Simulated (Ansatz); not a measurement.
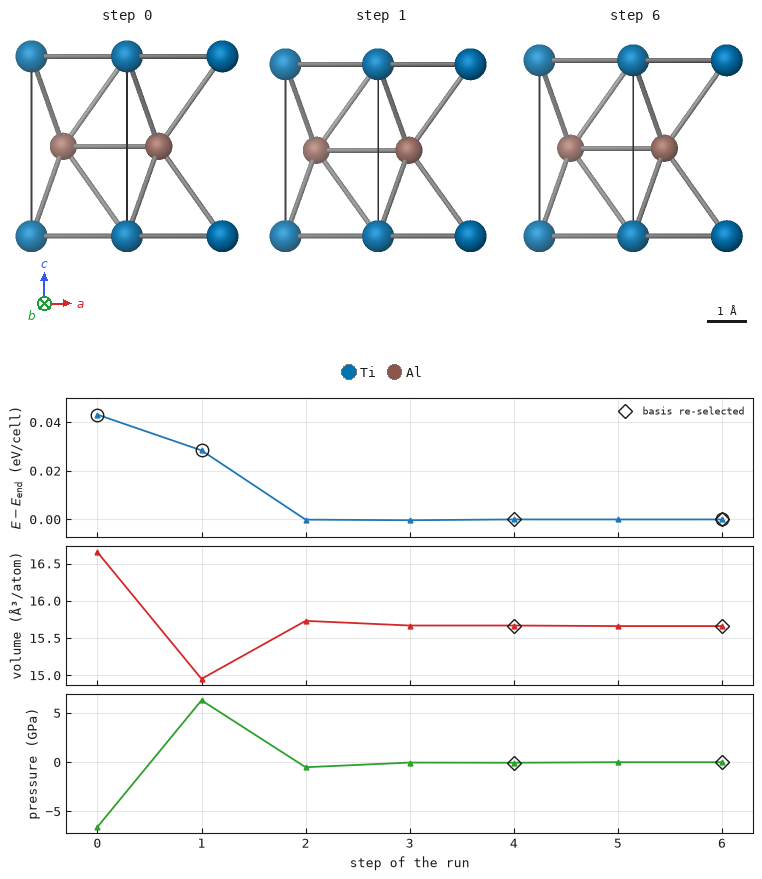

Frames of a relaxation of crystalline TiAl (set up in P-6m2), marked on the history of the run. Style: ball-and-stick. Shown: the cell of the calculation, repeated 2 × 1 × 1 with one cell outlined, along the b axis.

The run lets cell and atoms move.

Level of theory: Kohn-Sham DFT of a periodic cell, PBEsol with D3(BJ)-ATM, Ansatz PAW (Ansatz 0.2.0).

Input file:
```yaml
crystal:
  lattice:
    - [2.8672622327, 0.0, 0.0]
    - [-1.4336311163, 2.4831219328, 0.0]
    - [0.0, 0.0, 4.678083]
  atoms:
    - { symbol: Ti, position: [0.0, 0.0, 0.0] }
    - { symbol: Al, position: [0.3333333333, 0.6666666667, 0.5] }
hamiltonian:
  xc: pbesol
  pseudopotentials: { kind: paw }
  dispersion: d3bjatm
kpoints:
  mp_grid: { grid: [11, 11, 6] }
scf:
  occupations: { method: fermi_dirac, width: 0.05 }
output:
  forces: true
  stress: true
  eigenvalues: true
relax:
  f_tol: 0.01
  max_steps: 40
  cell: { stress_tol: 0.05 }
```

Run as
```bash
ansatz run input.yaml --threads 2 --pin off --max-ram 5632MiB --backend cpu --events-out ev --progress --plain --runs-dir out
```

What happens along the run?

Answer. Over 4 accepted moves (6 points after the start) the energy falls by 43.1 meV per cell of the calculation. All forces vanish by symmetry, so only the cell relaxes. Pressure: −6.59 GPa at the start and 0.00 GPa at the end. The SCF was repeated twice at an unchanged geometry on a basis and grid sized afresh for the cell, which shifted the energy by 0.3 meV per cell of the calculation at most. The atoms keep their places relative to the cell (all moves are under 0.005 Å). The drawn cell changes as follows: a = b 2.867 → 2.812 Å (−1.9 %), c 4.678 → 4.575 Å (−2.2 %); the volume changes by −6.0 %. Near-neighbour distances that change, for instance: Al–Ti 2.866 → 2.805 Å, Al–Al 2.867 → 2.812 Å, Ti–Ti 2.867 → 2.812 Å. The space group stays P-6m2 (No. 187). From step 0 to 1: volume −10.2 %, energy −14.7 meV per cell of the calculation. From step 1 to 6: volume +4.7 %, energy −28.4 meV per cell of the calculation.

| step | E − E(0), meV/atom | pressure, GPa | volume, Å³/atom | note |
| --- | --- | --- | --- | --- |
| 0 | 0.00 | -6.59 | 16.653 |  |
| 1 | -7.36 | 6.29 | 14.953 |  |
| 2 | -21.61 | -0.51 | 15.732 |  |
| 3 | -21.73 | -0.04 | 15.669 |  |
| 4 | -21.57 | -0.05 | 15.669 | same geometry, new basis |
| 5 | -21.58 | 0.00 | 15.662 |  |
| 6 | -21.57 | 0.00 | 15.662 | same geometry, new basis |
